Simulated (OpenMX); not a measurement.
**Fe: 7 runs along one coordinate**

System: Fe (Im-3m, 1 atom in the cell).
Method: Kohn-Sham DFT of a periodic cell, PBE, OpenMX 2013 PBE set, spin-polarised (OpenMX 3.8.5).

The 7 runs differ only in the geometry, by an even scaling of the cell at fixed fractional positions. The structure derives from an entry of the Crystallography Open Database.

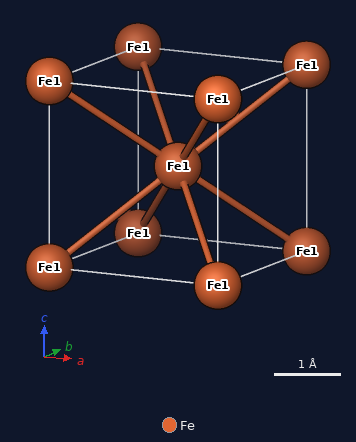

Figure 1. The structure of run 4 (ball-and-stick view of the cell 2 times as large as that of the calculation, set on its symmetry axes, seen at an oblique angle; atoms are numbered from 1 in the order of the input). An atom can appear more than once, as a periodic image.

**Input of run 4**
```
System.CurrrentDirectory             ./
System.Name                          Fe
DATA.PATH                            ./DFT_DATA13
level.of.stdout                      1
level.of.fileout                     1
Species.Number                       1
<Definition.of.Atomic.Species
  Fe  Fe6.0H-s2p2d1          Fe_PBE13H
Definition.of.Atomic.Species>

Atoms.Number                         1
Atoms.SpeciesAndCoordinates.Unit     FRAC
<Atoms.SpeciesAndCoordinates
    1  Fe    0.0000000000    0.0000000000    0.0000000000   9.500  6.500
Atoms.SpeciesAndCoordinates>

Atoms.UnitVectors.Unit               Ang
<Atoms.UnitVectors
    -1.4430000000    1.4430000000    1.4430000000
     1.4430000000   -1.4430000000    1.4430000000
     1.4430000000    1.4430000000   -1.4430000000
Atoms.UnitVectors>

scf.XcType                           GGA-PBE
scf.SpinPolarization                 on
scf.ElectronicTemperature            580.226
scf.energycutoff                     500.0
scf.maxIter                          160
scf.EigenvalueSolver                 band
scf.Kgrid                            13 13 13
scf.Mixing.Type                      rmm-diisk
scf.Init.Mixing.Weight               0.01
scf.Min.Mixing.Weight                0.001
scf.Max.Mixing.Weight                0.2
scf.Mixing.History                   40
scf.Mixing.StartPulay                15
scf.criterion                        1.0e-8
scf.stress.tensor                    on
MD.Type                              nomd
Band.dispersion                      on
Band.Nkpath                          6
<Band.kpath
   13   0.000000  0.000000  0.000000    0.500000 -0.500000  0.500000  G H
    9   0.500000 -0.500000  0.500000    0.000000  0.000000  0.500000  H N
    9   0.000000  0.000000  0.500000    0.000000  0.000000  0.000000  N G
   11   0.000000  0.000000  0.000000    0.250000  0.250000  0.250000  G P
   11   0.250000  0.250000  0.250000    0.500000 -0.500000  0.500000  P H
    6   0.250000  0.250000  0.250000    0.000000  0.000000  0.500000  P N
Band.kpath>
```

Command:
```bash
openmx Fe.dat -nt 1 > Fe.std
```

Run 5 has the same physical settings and fractional positions; its lattice vectors (Å) are:
```
  -1.452557    1.452557    1.452557
   1.452557   -1.452557    1.452557
   1.452557    1.452557   -1.452557
```

**Results, with one run withheld**

```csv
run,volume per atom (Å³),"free energy per atom, from the lowest run given (meV)"
1,11.298,6.25
2,11.538,0.00
3,11.778,0.03
4,12.019,4.84
5,12.259,?
6,12.499,26.62
7,12.740,40.79
```

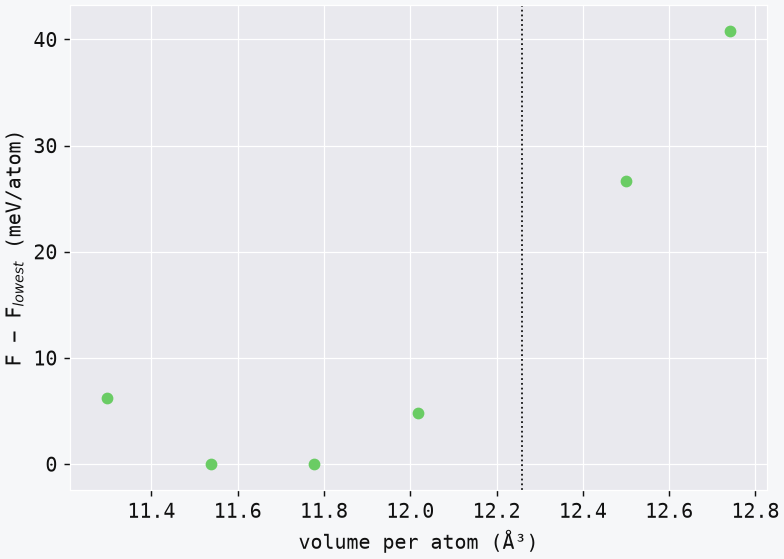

Figure 2. Free energy per atom of the runs given; the dotted line marks run 5.

What should run 5 give?

A cubic polynomial in V^(−2/3) (the Birch–Murnaghan form), fitted to the 6 runs given, misses them by at most 0.26 meV per atom. With x = V^(−2/3) − 0.19120 Å⁻², it reads F = 3.446 − 2474 x + 3.3918e+05 x² + 6.3117e+06 x³ (meV per atom). At run 5 it gives 14.24 meV per atom, and the run itself gives 14.07. The fit has its minimum at 11.655 Å³ per atom, where V d²F/dV² gives 186 GPa: the bulk modulus at this level, since symmetry fixes the shape and the positions.

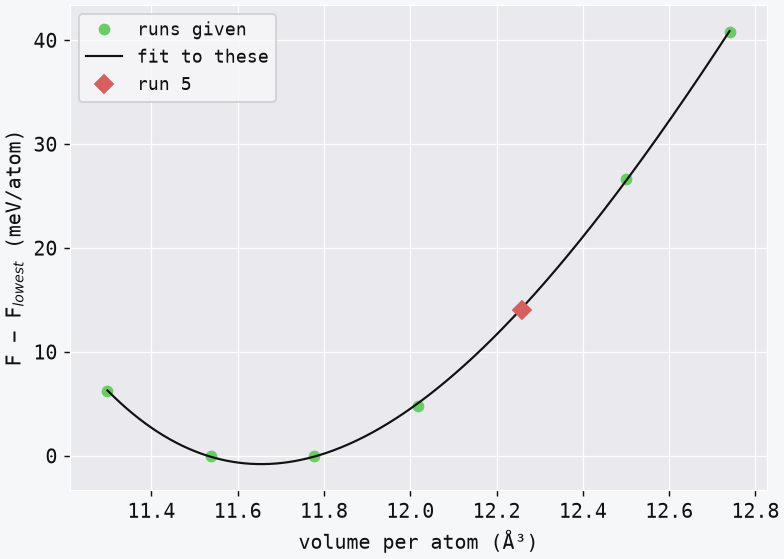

Figure 3. The fit and the withheld run.

**Some lines of the output (run 5)**
```
[...]
  Cell_Volume =     82.728597863997 (Bohr^3)
        Total energy (Hartree) at MD = 1
   kloop=0
   kloop=1
   kloop=1098
```

Notes: With a small basis of atomic orbitals these values can differ much from converged plane-wave results.
